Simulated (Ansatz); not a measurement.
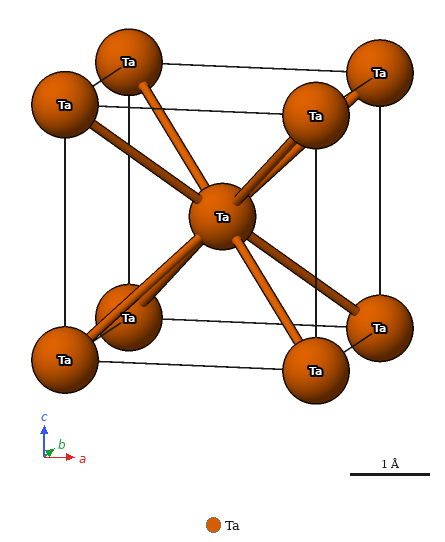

Fig. 1: The input geometry (ball-and-stick view of the cell 2 times as large as that of the calculation, set on its symmetry axes, seen slightly off an axis). An atom can appear more than once, as a periodic image. Near neighbours in the periodic cell (some may lie outside the picture): Ta has 8 Ta at 2.86 Å.

# Ta: geometry relaxation

- system: Ta (Im-3m, 1 atom in the cell)
- method: DFT PBE+D3(BJ), scalar-relativistic, plane waves, PAW, no spin polarisation (Ansatz 0.2.0)

The structure derives from an entry of the Crystallography Open Database.

## Input file
```yaml
crystal:
  lattice:
    - [-1.65128, 1.65128, 1.65128]
    - [1.65128, -1.65128, 1.65128]
    - [1.65128, 1.65128, -1.65128]
  atoms:
    - { symbol: Ta, position: [0.0, 0.0, 0.0] }
basis:
  ecutwfc: 420
kpoints:
  mp_grid: { grid: [18, 18, 18] }
hamiltonian:
  xc: pbe
  dispersion: d3bj
scf:
  occupations: { method: gaussian, width: 0.1 }
output:
  forces: true
  stress: true
  eigenvalues: true
  write_density: true
  write_potential: true
  elf: true
  volumetric_format: npy
relax:
  adjacent_minimum: "off"
  f_tol: 0.005
  max_steps: 80
  cell: { stress_tol: 0.05 }
```

Machine: 8 threads of Intel Xeon (Granite Rapids), 32 GiB of memory available, shared host.

Launched with:
```bash
ansatz run input.yaml --threads 8 --pin off --max-ram 20480MiB --backend cpu --events-out ev --progress --plain --runs-dir out
```

## Output
```
Engine: ansatz 0.2.0, x86_64-unknown-linux-gnu
Pseudopotentials: kind: paw
Pseudopotential: Ta, paw, valence charge 13, recommended cutoff 420 eV (normal), Ta.paw.azcp
Functional definition: PBE
  parameter kappa = 0.804
  parameter beta = 0.06672455060314922
  exchange = pbe_x(kappa = kappa, mu = beta*pi^2/3)
  correlation = pbe_c(beta = beta)
Crystal: 1 atoms, lattice volume = 18.010 Å³
Basis set: ecut = 420 eV, 369 PW (Γ), exchange–correlation on 40×40×40 points (8 copies of the dense FFT grid, shifted against one another)
Bands: 11, of which v1, the nominal top of the filled ones, is band 7 counted from 1 (6 counted from 0)
Symmetry: 48 space group operations
Space group: Im-3m (ITA 229), of the structure as read, at distance tolerance 2.6e-5 Å
k-points: 195 of 5832
Non-local potential: Ta, projectors of the file, l = 0: 3, l = 1: 2, l = 2: 2, l = 3: 1
PAW form: soft (Blöchl's): semilocal exchange-correlation on the pseudo side does not see the compensation charge
PAW one-centre angular grid: Ta, 590 points (default); XC on 64 Gauss nodes
Initial density: superposition of atomic densities (neutral atoms: chi_scale 0, normalization atom), corrected by the library's trained network
Initial wavefunctions: pseudopotential atomic-orbital guess
Functional: x = pbe(κ = 0.804, μ = 0.2195149727645171), c = pbe(β = 0.06672455060314922)
SCF iter   1: F=—  HF=-9932.914774 eV  |F-HF|=—  |Δ(HF+E_count)|=         —  Δρ=2.10e-3  dr2=2.08e-4  ethr=1.77e-3  ⟨swp⟩=5.1  Hψ=12028  notcnv=0
preconditioner: auto → none  [metal: Δε(μ)=0.020 eV  Ē_g=8.312 eV  σ=0.100 eV  W_gap=0.11  n_scr=0 (ndim 8)  ℏωp=19.6 eV  f_vac=0.000  D(μ)=1.21/eV (n_scr^D=12)]
SCF iter   2: F=—  HF=-9932.914646 eV  |F-HF|=—  |Δ(HF+E_count)|=   1.28e-4  Δρ=9.87e-4  dr2=4.66e-5  ethr=1.60e-6  ⟨swp⟩=2.2  Hψ=4733  notcnv=0
SCF iter   3: F=—  HF=-9932.914718 eV  |F-HF|=—  |Δ(HF+E_count)|=   7.18e-5  Δρ=1.52e-4  dr2=9.64e-7  ethr=3.58e-7  ⟨swp⟩=2.0  Hψ=2553  notcnv=0
iter 4 did not close the SCF: its close was put off for the readings that it lacked (scf_convergence_deferred on its scf_iter line)
SCF iter   4: F=-9932.914719 eV  HF=-9932.914719 eV  |F-HF|=2.11e-8  |Δ(HF+E_count)|=   8.45e-7  Δρ=3.21e-5  dr2=5.27e-8  ethr=7.41e-9  ⟨swp⟩=2.0  Hψ=3252  notcnv=0
iter 5 did not close the SCF: its close was put off for the readings that it lacked (scf_convergence_deferred on its scf_iter line)
SCF iter   5: F=-9932.914719 eV  HF=-9932.914719 eV  |F-HF|=1.40e-9  |Δ(HF+E_count)|=   1.66e-8  Δρ=8.18e-6  dr2=3.14e-9  ethr=4.05e-10  ⟨swp⟩=1.4  Hψ=2248  notcnv=0
SCF iter   6: F=-9932.914719 eV  HF=-9932.914719 eV  |F-HF|=2.36e-11  |Δ(HF+E_count)|=   1.08e-9  Δρ=4.70e-7  dr2=1.56e-11  ethr=2.42e-11  ⟨swp⟩=5.9  Hψ=10611  notcnv=0
SCF 1 converged in 6 iterations: F = -9932.914719 eV  dr2 = 1.56e-11
  greatest PAW one-centre occupation: 0.999 electrons in one spin orbital (limit 2), on the Ta atom at site 0 (counted from 0), in its partial waves of l = 0
relax step   1: F+E_penalty+E_count = -9932.91471871 eV  Δ(F+E_penalty+E_count) = +0.000e0 eV  max|allowed force component| = 0.000e0 eV/Å  Δτ_max = 0.0000 Å  P = -3.183 GPa  Ω = 18.010 Å³  (6 SCF iters, dr2 threshold 1.00e-7 eV, accepted)
Crystal: 1 atoms, lattice volume = 16.902 Å³
Basis set: ecut = 420 eV, 321 PW (Γ), exchange–correlation on 40×40×40 points (8 copies of the dense FFT grid, shifted against one another)
Initial density: handed on by an earlier stage of this run
Initial wavefunctions: those handed on with the density
iter 1 solved again at ethr=2.81e-6 eV; its pass at ethr=3.10e-3 eV (dr2=3.65e-4 eV) is discarded
SCF iter   1: F=—  HF=-9932.891437 eV  |F-HF|=—  |Δ(HF+E_count)|=         —  Δρ=1.83e-3  dr2=3.86e-4  ethr=2.81e-6  ⟨swp⟩=2.5  Hψ=16193  notcnv=0
preconditioner: auto → none  [metal: Δε(μ)=0.001 eV  Ē_g=8.857 eV  σ=0.100 eV  W_gap=0.01  n_scr=0 (ndim 8)  ℏωp=20.2 eV  f_vac=0.000  D(μ)=1.09/eV (n_scr^D=12)]
SCF iter   2: F=—  HF=-9932.891541 eV  |F-HF|=—  |Δ(HF+E_count)|=   1.04e-4  Δρ=6.87e-4  dr2=2.66e-5  ethr=2.81e-6  ⟨swp⟩=2.4  Hψ=2916  notcnv=0
SCF iter   3: F=—  HF=-9932.891619 eV  |F-HF|=—  |Δ(HF+E_count)|=   7.82e-5  Δρ=1.45e-4  dr2=7.70e-7  ethr=2.05e-7  ⟨swp⟩=2.0  Hψ=2605  notcnv=0
SCF iter   4: F=-9932.891624 eV  HF=-9932.891624 eV  |F-HF|=1.62e-9  |Δ(HF+E_count)|=   4.63e-6  Δρ=6.42e-6  dr2=4.87e-9  ethr=7.69e-10  ⟨swp⟩=9.8  Hψ=14663  notcnv=0
SCF 2 converged in 4 iterations: F = -9932.891624 eV  dr2 = 4.87e-9
  greatest PAW one-centre occupation: 1.000 electrons in one spin orbital (limit 2), on the Ta atom at site 0 (counted from 0), in its partial waves of l = 0
relax step   2: F+E_penalty+E_count = -9932.89162389 eV  Δ(F+E_penalty+E_count) = +2.309e-2 eV  max|allowed force component| = 0.000e0 eV/Å  Δτ_max = 0.0000 Å  P = +10.716 GPa  Ω = 16.902 Å³  energy of the carried Pulay correction = +4.051e-4 eV  (4 SCF iters, dr2 threshold 1.00e-7 eV, rejected (line search))
Crystal: 1 atoms, lattice volume = 17.744 Å³
iter 1 solved again at ethr=2.54e-6 eV; its pass at ethr=3.10e-3 eV (dr2=3.30e-4 eV) is discarded
SCF iter   1: F=—  HF=-9932.917568 eV  |F-HF|=—  |Δ(HF+E_count)|=         —  Δρ=1.40e-3  dr2=2.48e-4  ethr=2.54e-6  ⟨swp⟩=2.2  Hψ=15878  notcnv=0
preconditioner: auto → none  [metal: Δε(μ)=0.002 eV  Ē_g=8.446 eV  σ=0.100 eV  W_gap=0.01  n_scr=0 (ndim 8)  ℏωp=19.7 eV  f_vac=0.000  D(μ)=1.20/eV (n_scr^D=12)]
SCF iter   2: F=—  HF=-9932.917627 eV  |F-HF|=—  |Δ(HF+E_count)|=   5.91e-5  Δρ=5.18e-4  dr2=1.53e-5  ethr=1.91e-6  ⟨swp⟩=2.5  Hψ=2981  notcnv=0
SCF iter   3: F=—  HF=-9932.917674 eV  |F-HF|=—  |Δ(HF+E_count)|=   4.72e-5  Δρ=1.19e-4  dr2=5.72e-7  ethr=1.17e-7  ⟨swp⟩=2.0  Hψ=2607  notcnv=0
SCF iter   4: F=—  HF=-9932.917679 eV  |F-HF|=—  |Δ(HF+E_count)|=   4.78e-6  Δρ=5.90e-6  dr2=4.80e-9  ethr=4.40e-9  ⟨swp⟩=2.4  Hψ=3097  notcnv=0
SCF iter   5: F=—  HF=-9932.917679 eV  |F-HF|=—  |Δ(HF+E_count)|=   1.42e-9  Δρ=6.40e-7  dr2=3.46e-11  ethr=3.69e-11  ⟨swp⟩=2.5  Hψ=3249  notcnv=0
SCF iter   6: F=-9932.917679 eV  HF=-9932.917679 eV  |F-HF|=1.82e-12  |Δ(HF+E_count)|=    0.00e0  Δρ=3.10e-8  dr2=5.47e-14  ethr=1.00e-12  ⟨swp⟩=5.4  Hψ=7504  notcnv=0
SCF 3 converged in 6 iterations: F = -9932.917679 eV  dr2 = 5.47e-14
relax step   3: F+E_penalty+E_count = -9932.91767872 eV  Δ(F+E_penalty+E_count) = -2.960e-3 eV  max|allowed force component| = 0.000e0 eV/Å  Δτ_max = 0.0000 Å  P = -0.226 GPa  Ω = 17.744 Å³  energy of the carried Pulay correction = +9.511e-5 eV  (6 SCF iters, accepted)
Crystal: 1 atoms, lattice volume = 17.724 Å³
iter 1 solved again at ethr=2.61e-9 eV; its pass at ethr=3.10e-3 eV (dr2=3.39e-7 eV) is discarded
SCF iter   1: F=—  HF=-9932.917697 eV  |F-HF|=—  |Δ(HF+E_count)|=         —  Δρ=3.40e-5  dr2=1.48e-7  ethr=2.61e-9  ⟨swp⟩=2.5  Hψ=14700  notcnv=0
preconditioner: auto → none  [metal: Δε(μ)=0.008 eV  Ē_g=8.450 eV  σ=0.100 eV  W_gap=0.05  n_scr=0 (ndim 8)  ℏωp=19.7 eV  f_vac=0.000  D(μ)=1.20/eV (n_scr^D=12)]
SCF iter   2: F=-9932.917700 eV  HF=-9932.917700 eV  |F-HF|=2.22e-8  |Δ(HF+E_count)|=   3.27e-6  Δρ=1.28e-5  dr2=1.05e-8  ethr=7.69e-10  ⟨swp⟩=5.8  Hψ=11147  notcnv=0
SCF 4 converged in 2 iterations: F = -9932.917700 eV  dr2 = 1.05e-8
relax step   4: F+E_penalty+E_count = -9932.91769982 eV  Δ(F+E_penalty+E_count) = -2.111e-5 eV  max|allowed force component| = 0.000e0 eV/Å  Δτ_max = 0.0000 Å  P = +0.005 GPa  Ω = 17.724 Å³  energy of the carried Pulay correction = +1.023e-4 eV  (2 SCF iters, dr2 threshold 1.00e-7 eV, accepted)
Initial wavefunctions: pseudopotential atomic-orbital guess (no wavefunctions were taken with the density)
iter 1 solved again at ethr=4.57e-8 eV; its pass at ethr=3.10e-3 eV (dr2=5.94e-6 eV) is discarded
SCF iter   1: F=—  HF=-9932.917595 eV  |F-HF|=—  |Δ(HF+E_count)|=         —  Δρ=2.36e-5  dr2=1.78e-8  ethr=4.57e-8  ⟨swp⟩=3.1  Hψ=18007  notcnv=0
SCF iter   2: F=—  HF=-9932.917599 eV  |F-HF|=—  |Δ(HF+E_count)|=   3.82e-6  Δρ=1.15e-5  dr2=2.89e-9  ethr=1.37e-10  ⟨swp⟩=2.6  Hψ=3285  notcnv=0
SCF iter   3: F=—  HF=-9932.917599 eV  |F-HF|=—  |Δ(HF+E_count)|=   1.09e-8  Δρ=1.15e-6  dr2=8.00e-11  ethr=2.22e-11  ⟨swp⟩=3.0  Hψ=3421  notcnv=0
SCF iter   4: F=-9932.917599 eV  HF=-9932.917599 eV  |F-HF|=5.46e-12  |Δ(HF+E_count)|=  1.02e-10  Δρ=2.03e-7  dr2=1.85e-12  ethr=1.00e-12  ⟨swp⟩=6.5  Hψ=9802  notcnv=0
SCF 5 converged in 4 iterations: F = -9932.917599 eV  dr2 = 1.85e-12
relax step   5: F+E_penalty+E_count = -9932.91759907 eV  Δ(F+E_penalty+E_count) = +1.008e-4 eV  max|allowed force component| = 0.000e0 eV/Å  Δτ_max = 0.0000 Å  P = -0.002 GPa  Ω = 17.724 Å³  stress off target by 2.03e-3 GPa  SCF on the basis re-selected at this cell (its energy is not comparable with the rows above)  (4 SCF iters)
```

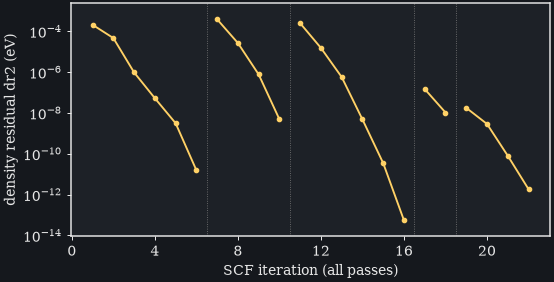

Fig. 2: Convergence of the self-consistent field: density residual dr2 against the SCF iteration. The dotted lines part the SCF passes of the relaxation: geometry steps, rejected trials and re-solves on a re-selected basis. The 5 passes take 2 to 6 iterations each, 22 in all.

```
basis re-selected at this cell: Δ(F+E_penalty+E_count) = +1.008e-4 eV, ΔP = -0.007 GPa vs the last step (what re-selecting the basis moved, of the pressure what is left beyond the Pulay correction that the steps carried, after the strain that the cell walked since its last selection, with what the two solves' SCF thresholds leave and, on support functions, any second-order correction that the steps lacked; it is no measure of the basis error at this ecutwfc). This SCF's stress stands 2.03e-3 GPa from its target on what of the cell is left free (relax.cell.stress_tol is 5.00e-2 GPa) and its largest allowed force component is 0.00e0 eV/Å (relax.f_tol is 5.00e-3 eV/Å): within both
SCF converged after 4 iterations
Free energy (F): -9932.917599 eV
Harris-Foulkes:  -9932.917599 eV  (|F-HF|=5.46e-12)
Internal energy: -9932.911604 eV  (E = F + TS)
E sigma→0 (E₀):  -9932.914602 eV
Entropy (-TS):   -0.005995 eV (-5.995 meV/atom)
Fermi energy:    18.997549 eV
--- Per-component energies (eV) ---
  E_band       = -98.652843
  E_kinetic    = 366.819307
  E_local      = -538.263627  (includes V_loc(G=0)·N_el)
  E_nonlocal   = 15.105571
  E_hartree    = 187.672416
  E_xc         = -218.762155
  E_vxc        = -204.453950  (∫ρ·V_xc dr)
  E_paw        = -8396.808792  (= ΣΔE_a)
  E_vpaw       = -113.205120  (= ΣTr[D̂ρ^β])
  E_aug_tail   = 0.000148  (compensation charges beyond the density's cutoff)
  E_ewald      = -1348.000638
  E_disp       = -0.673833  (pairwise vdW)
  E_smearing   = -0.005995  (= −TS)
  E_closure    = 0.000000  (closes the sum)
  Σ components = -9932.917599   (vs F -9932.917599, Δ=0.00e0)
--- Forces (eV/Å), atoms counted from 1 ---
  atom   1  Ta    -0.00000000    -0.00000000     0.00000000
  max |Σ_I F_I| component: 9.45e-32 eV/Å
--- Stress (GPa, compression-positive) ---
       -0.002034       0.000000      -0.000000
        0.000000      -0.002034      -0.000000
        0.000000      -0.000000      -0.002034
  P = ⅓ Tr σ = -0.0020 GPa (-0.020 kbar)
--- Band table (eV; the first three rows and the last of 195) ---
  k-point 0: bands = ["-48.0436", "-13.9715", "-13.9715", "-13.9715", "11.0247", "19.7206", "19.7206", "19.7206", "23.0521", "23.0521", "33.6699"]
  k-point 1: bands = ["-48.0399", "-14.0123", "-13.9840", "-13.9718", "11.1652", "19.6278", "19.6947", "19.8590", "22.8971", "23.0519", "33.7987"]
  k-point 2: bands = ["-48.0291", "-14.1284", "-14.0199", "-13.9724", "11.5719", "19.3726", "19.5848", "20.2700", "22.5746", "23.0590", "34.1271"]
  k-point 194: bands = ["-47.8266", "-14.8342", "-14.8342", "-14.8342", "15.0828", "15.0828", "25.9608", "25.9608", "25.9608", "27.7395", "27.7395"]
--- Relaxed structure (4 steps of the walk, 3 accepted, 1 SCFs on fresh bases) ---
  F+E_penalty+E_count = -9932.91759907 eV   max|allowed force component| = 0.000e0 eV/Å   (the final SCF, on the basis selected at the relaxed cell)
  cell:  # Å, volume = 17.7237 Å³
    - [-1.6424733472160469, 1.6424733472160469, 1.6424733472160469]
    - [1.6424733472160469, -1.6424733472160469, 1.6424733472160469]
    - [1.6424733472160469, 1.6424733472160469, -1.6424733472160469]
  atoms:
    - { symbol: Ta, position: [0.0, 0.0, 0.0] }
```

## Trajectory as extended XYZ (Å, eV, eV/Å), 5 frames, from step=1 to step=5
```
1
Lattice="-1.6513 1.6513 1.6513 1.6513 -1.6513 1.6513 1.6513 1.6513 -1.6513" Properties=species:S:1:pos:R:3:forces:R:3 step=1 energy=-9932.91472 pressure_GPa=-3.18
Ta    0.0000    0.0000    0.0000    0.0000   0.0000   0.0000
1
Lattice="-1.6167 1.6167 1.6167 1.6167 -1.6167 1.6167 1.6167 1.6167 -1.6167" Properties=species:S:1:pos:R:3:forces:R:3 step=2 energy=-9932.89162 pressure_GPa=10.72 accepted=F
Ta    0.0000    0.0000    0.0000    0.0000   0.0000   0.0000
1
Lattice="-1.6431 1.6431 1.6431 1.6431 -1.6431 1.6431 1.6431 1.6431 -1.6431" Properties=species:S:1:pos:R:3:forces:R:3 step=3 energy=-9932.91768 pressure_GPa=-0.23
Ta    0.0000    0.0000    0.0000    0.0000   0.0000   0.0000
1
Lattice="-1.6425 1.6425 1.6425 1.6425 -1.6425 1.6425 1.6425 1.6425 -1.6425" Properties=species:S:1:pos:R:3:forces:R:3 step=4 energy=-9932.91770 pressure_GPa=0.01
Ta    0.0000    0.0000    0.0000    0.0000   0.0000   0.0000
1
Lattice="-1.6425 1.6425 1.6425 1.6425 -1.6425 1.6425 1.6425 1.6425 -1.6425" Properties=species:S:1:pos:R:3:forces:R:3 step=5 energy=-9932.91760 pressure_GPa=-0.00
Ta    0.0000    0.0000    0.0000    0.0000   0.0000   0.0000
```

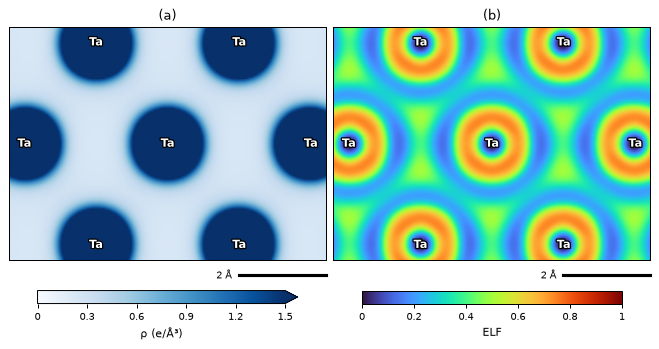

Fig. 3: (a) valence electron density; (b) electron localisation function on the (110) plane of the conventional cell. The section cuts through Ta sites. Ta–Ta (2.84 Å): ρ at the midpoint is about 0.31 e/Å³; the ELF is about 0.30 at the midpoint; no shared electron pair. Away from the nuclei the density in this plane falls to 0.23 e/Å³ at its lowest. The strong features right at Ta lie inside the PAW spheres (semicore, d or f shells) and say nothing about bonding. Core electrons are frozen (PAW), so the fields are smoothed inside the atomic spheres.

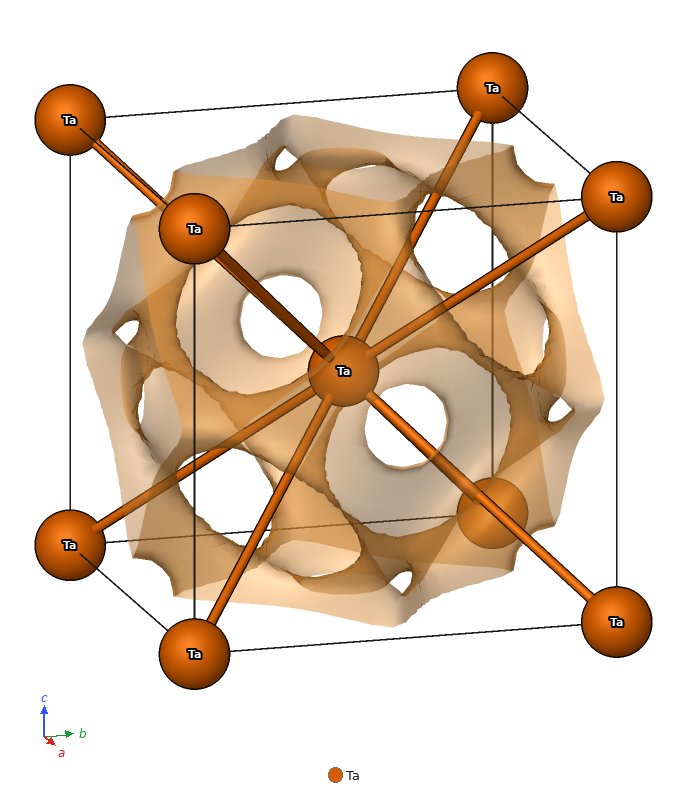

Fig. 4: Isosurface of the ELF at 0.45 (orange), seen slightly off an axis. Core shells and regions of very low density are left out. Sticks mark near contacts. The outline is the cell set on symmetry axes. Profiles from the grid: Ta–Ta (2.84 Å): the ELF is about 0.30 at the midpoint (no localised pair between them).

## Summary

| quantity | value |
| --- | --- |
| outcome | converged |
| space group (tolerance 0.01 Å) | Im-3m (229) |
| electrons treated | 13 |
| free energy | −9932.9176 eV |
| Fermi energy | 18.998 eV |
| gap on the k-point mesh | none (metallic) |
| pressure | 0.00 GPa |
| final volume | 17.72 Å³ |
| largest force (length of the vector) at the end | under 0.001 eV/Å |
| final cell | a = 2.845 Å, b = 2.845 Å, c = 2.845 Å, α = 109.47°, β = 109.47°, γ = 109.47° |
| wall time | 1.2 s (CPU time 6.4 s) |
| peak memory | 0.38 GiB |

## Notes

Spin–orbit coupling is left out, which matters for Ta.
